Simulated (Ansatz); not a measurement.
Consider VSi2.

Input

```
crystal:
  lattice:
    - [4.5347995798, 0.0, 0.0]
    - [-2.2673997899, 3.9272516372, 0.0]
    - [0.0, 0.0, 6.31890063]
  atoms:
    - { symbol: V, position: [0.0, 0.5, 0.16666667] }
    - { symbol: V, position: [0.5, 0.5, 0.83333333] }
    - { symbol: V, position: [0.5, 0.0, 0.5] }
    - { symbol: Si, position: [0.83750678, 0.67501355, 0.5] }
    - { symbol: Si, position: [0.16249323, 0.83750678, 0.83333333] }
    - { symbol: Si, position: [0.67501355, 0.83750678, 0.16666667] }
    - { symbol: Si, position: [0.16249322, 0.32498645, 0.5] }
    - { symbol: Si, position: [0.83750678, 0.16249322, 0.83333333] }
    - { symbol: Si, position: [0.32498645, 0.16249323, 0.16666667] }
scf:
  occupations: { method: methfessel_paxton, width: 0.1 }
output:
  forces: true
  stress: true
  eigenvalues: true
  write_density: true
  write_potential: true
  elf: true
  volumetric_format: npy
kpoints:
  mp_grid: { grid: [12, 12, 8] }
hamiltonian:
  xc: pbe
relax:
  f_tol: 0.01
  adjacent_minimum: "off"
  cell: { stress_tol: 0.05 }
```

Command:

```sh
ansatz run input.yaml --threads 8 --pin off --max-ram 40960MiB --backend cpu --events-out ev --progress --plain --runs-dir out
```

Below, planes, directions and counts refer to the conventional cell (a = 4.57 Å, b = 4.57 Å, c = 6.36 Å, α = 90.00°, β = 90.00°, γ = 120.00°).

The fields are those of the relaxed geometry.

Space group P6₂22; a structure from a database of computed crystals, not necessarily the ambient phase; computed without spin polarisation.

Level of theory: DFT PBE, scalar-relativistic, plane waves, PAW (Ansatz 0.2.0).

What can the converged valence pseudo-density and electron localisation function tell about the bonding?

Answer. V–Si (2.62 Å): ρ at the midpoint is about 0.32 e/Å³; the ELF peaks at about 0.75 in the valence shell of Si, 0.9 Å from its nucleus, and is about 0.45 at the midpoint.
V–Si (2.67 Å): ρ at the midpoint is about 0.29 e/Å³; the ELF peaks at about 0.70 in the valence shell of Si, 0.9 Å from its nucleus, and is about 0.40 at the midpoint.

Metal or insulator at this level of theory?

Answer. It is gapless in this calculation (a metal or semimetal).

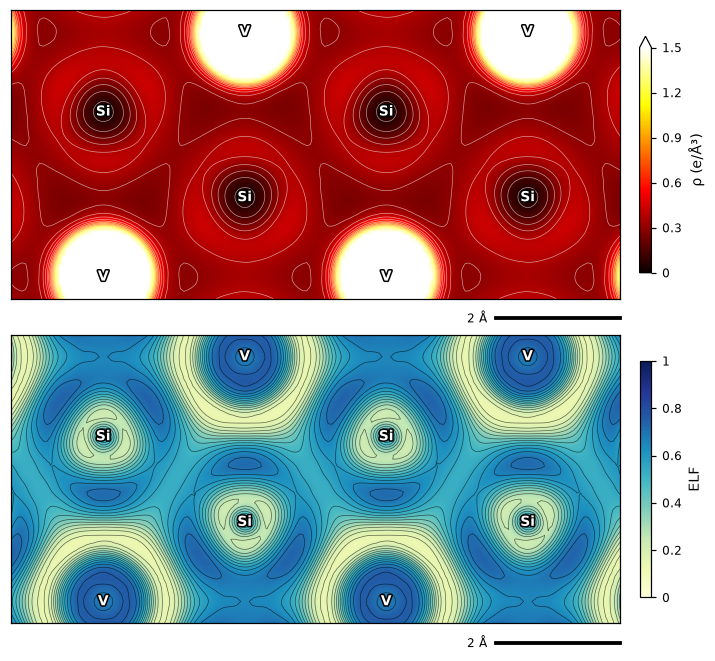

Computed valence pseudo-density and electron localisation function on the (001) plane of the conventional cell, in this order. 
